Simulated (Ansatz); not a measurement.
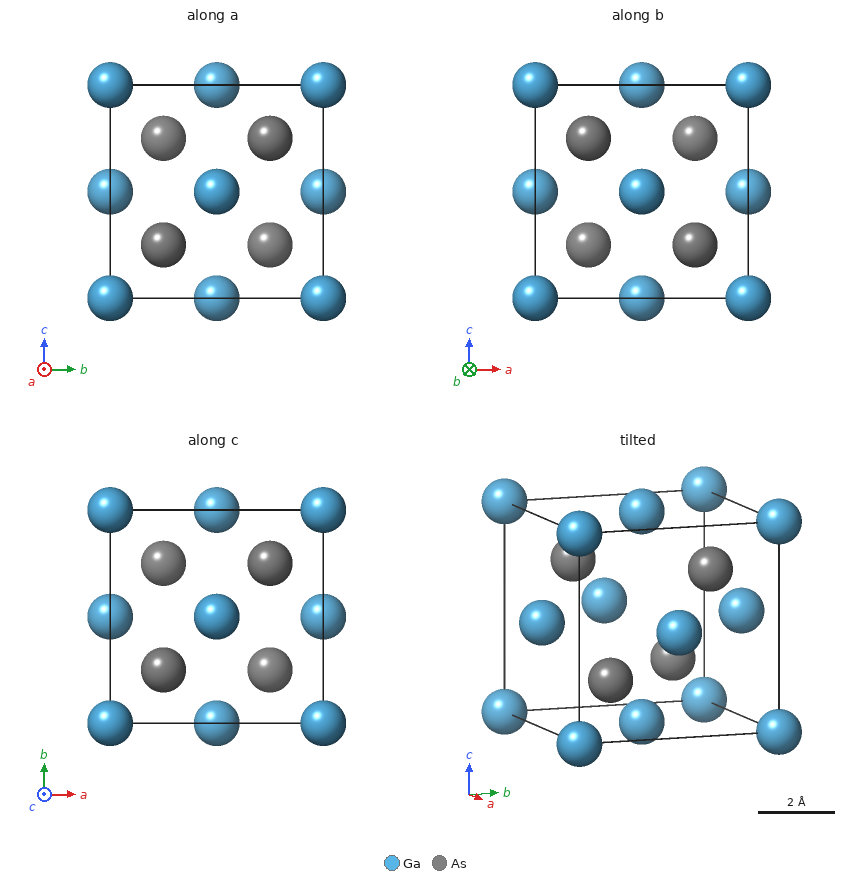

The crystal in a spheres-only representation, seen along the a axis, along the b axis, along the c axis and slightly off an axis. The edges of the conventional unit cell are marked.

Lattice parameters: a = 5.6662 Å, b = 5.6662 Å, c = 5.6662 Å, α = 90.000°, β = 90.000°, γ = 90.000°.

> Express the structure as a CIF in P1 with every atom of the cell.

```cif
data_structure
_symmetry_space_group_name_H-M 'P 1'
_symmetry_Int_Tables_number 1
_cell_length_a 5.6662
_cell_length_b 5.6662
_cell_length_c 5.6662
_cell_angle_alpha 90.000
_cell_angle_beta 90.000
_cell_angle_gamma 90.000
_cell_volume 181.92
loop_
_atom_site_label
_atom_site_type_symbol
_atom_site_fract_x
_atom_site_fract_y
_atom_site_fract_z
_atom_site_occupancy
Ga1 Ga 0.0000 0.0000 0.0000 1
As1 As 0.2500 0.2500 0.7500 1
Ga2 Ga 0.0000 0.5000 0.5000 1
As2 As 0.2500 0.7500 0.2500 1
Ga3 Ga 0.5000 0.0000 0.5000 1
As3 As 0.7500 0.2500 0.2500 1
Ga4 Ga 0.5000 0.5000 0.0000 1
As4 As 0.7500 0.7500 0.7500 1
```

Provenance: a structure type filled with these elements by a generator (whether the compound takes this form wasn't checked). It is drawn as it came out of a relaxation with Ansatz 0.2.0, DFT, r2SCAN, plane waves, PAW.
